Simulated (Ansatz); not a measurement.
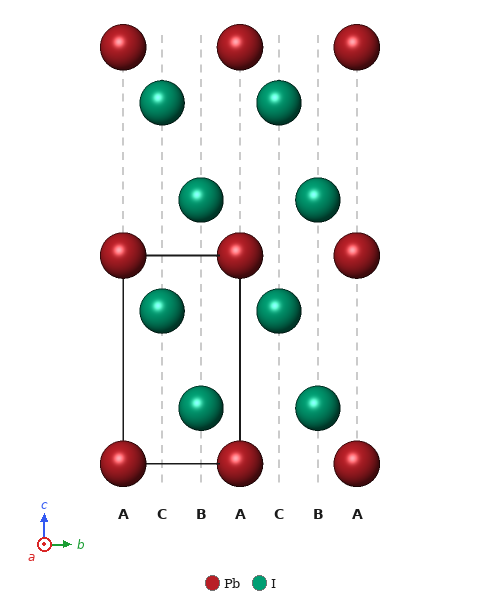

Projection along an edge of the hexagonal mesh, stacking direction c upwards. The dashed lines mark the three columns A (0, 0), B (1/3, 2/3) and C (2/3, 1/3). The sequence starts with the first layer at or above the cell's origin.

PbI₂ (space group P-3m1, No. 164): the input geometry of an electronic-structure calculation (not necessarily at equilibrium); the starting structure was generated, so it need not be a known form of this composition.

List the layers of one repeat.

Pb(A) – I(B) – I(C) (three layers in 7.05 Å).

How are the I layers alone stacked?

I layers alone: BC, the hexagonal close-packed type.

Which positions between or in the I layers do the other atoms fill?

Pb: one octahedral site, counted in one hexagonal cell. One of the two gaps between I layers is empty, 3.29 Å wide.

What short polytype symbol fits?

Polytype symbol 1T, the symbol of a layered MX2 polytype (number of slabs in the repeat and lattice).

Heights of the layers:

| layer | atoms (column) | height (Å) | to next (Å) |
| --- | --- | --- | --- |
| 1 | Pb(A) | 0.00 | 1.88 |
| 2 | I(B) | 1.88 | 3.29 |
| 3 | I(C) | 5.17 | 1.88 |
